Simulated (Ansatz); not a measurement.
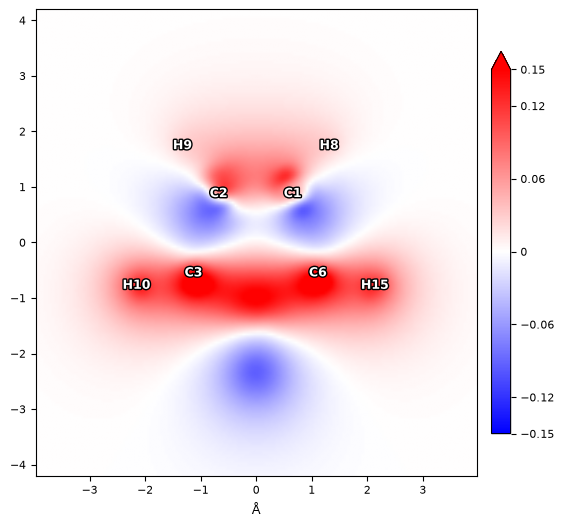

Figure 1: C7H10 (SMILES C1=CC2CCC1C2). The HOMO on the plane of atoms C1, C2 and H9 (values in Å⁻³ᐟ²; the overall sign is arbitrary).

Geometry: PBE0-D4/def2-TZVP.

Computed with Ansatz, RKS PBE0-D4/def2-TZVPP.

The calculation's input:

```
crystal:
  periodic: [false, false, false]
  atoms:
    - {symbol: C, position_ang: [-1.210940, -0.676765, 0.829744]}
    - {symbol: C, position_ang: [-0.003593, -1.153978, 1.131306]}
    - {symbol: C, position_ang: [1.016910, -0.192871, 0.569938]}
    - {symbol: C, position_ang: [0.952823, -0.363113, -0.973472]}
    - {symbol: C, position_ang: [-0.448264, 0.190894, -1.323439]}
    - {symbol: C, position_ang: [-1.011593, 0.609037, 0.063313]}
    - {symbol: C, position_ang: [0.264431, 1.133498, 0.732990]}
    - {symbol: H, position_ang: [-2.164319, -1.168251, 0.978961]}
    - {symbol: H, position_ang: [0.227719, -2.113699, 1.576432]}
    - {symbol: H, position_ang: [2.020622, -0.253263, 0.989149]}
    - {symbol: H, position_ang: [1.740830, 0.222804, -1.453111]}
    - {symbol: H, position_ang: [1.085729, -1.403827, -1.272206]}
    - {symbol: H, position_ang: [-0.376539, 1.060164, -1.981874]}
    - {symbol: H, position_ang: [-1.086274, -0.544916, -1.814882]}
    - {symbol: H, position_ang: [-1.866113, 1.283280, 0.018438]}
    - {symbol: H, position_ang: [0.111791, 1.407944, 1.778225]}
    - {symbol: H, position_ang: [0.727780, 1.962863, 0.190588]}
basis:
  gaussian: {orbitals: def2-TZVPP}
hamiltonian: {xc: pbe0, dispersion: d4}
output: {orbitals: {seedname: orbitals}}
```

Run with:

```sh
ansatz run in.yaml --threads 2 --pin off --events-out ev --progress --plain --max-ram 22528MiB --backend cuda --devices 0, --max-vram 18GiB
```

### Describe this orbital and give its energy.

It lies mainly on C1 (about 35 %) and C2 (about 35 %); π-bonding across C1–C2. Its energy is −6.81 eV.
